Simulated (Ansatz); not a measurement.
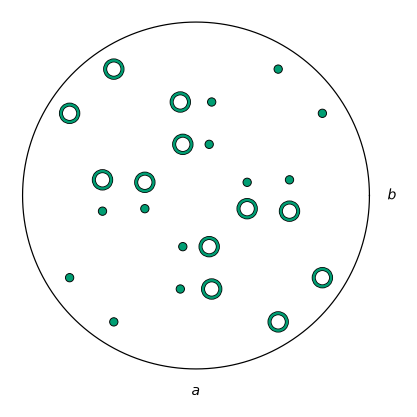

Stereographic projection: filled dots lie in the upper hemisphere, open rings in the lower. The c axis points at the viewer. The poles are all faces of one general form. Computed from the symmetry operations of a computed or model structure of composition HgSe.

Q: Identify the point group and its elements.

A: -43m (Td), order 24, cubic system: three −4 axes, four threefold axes, six mirror planes.

Q: Can such a crystal be piezoelectric, pyroelectric or chiral?

A: It is not centrosymmetric; not polar, but piezoelectricity is allowed; it is not chiral.
